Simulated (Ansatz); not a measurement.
Structure: a (001) slab cut from SnS2 (P-3m1), ended by S planes, 27 atoms in the cell, the slab at its places in the relaxed adsorbed structure; a = 11.01 Å, b = 11.01 Å, c = 23.72 Å, α = 90.00°, β = 90.00°, γ = 120.00°.

Level of theory: DFT PBE+D3(BJ), scalar-relativistic, plane waves, PAW, no spin polarisation, 2×2×1 k mesh, Gaussian smearing of 0.05 eV; code Ansatz.

What does the potential across the slab give for the band edges against vacuum?

From the vacuum level at the right face the ionisation potential is 6.77 eV and the electron affinity 5.20 eV; the left face gives the same. The slab's gap, their difference before rounding, is 1.57 eV. The two vacuum levels agree, so the slab has no net dipole along its normal. The outermost atoms are 3.0 Å apart, which leaves 20.8 Å of vacuum in a cell 23.7 Å high.

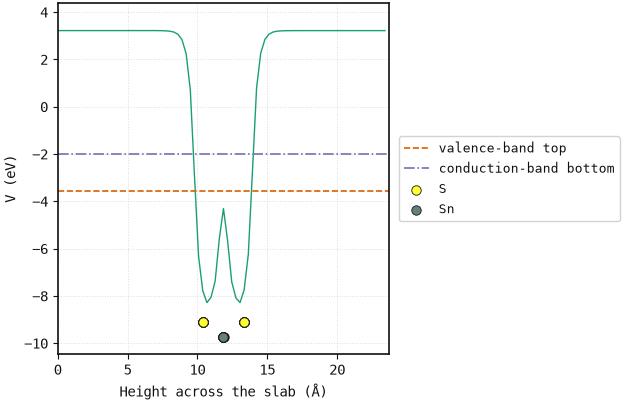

Plane-averaged electrostatic potential energy of an electron across the slab; circles at the bottom mark the heights of the atoms.
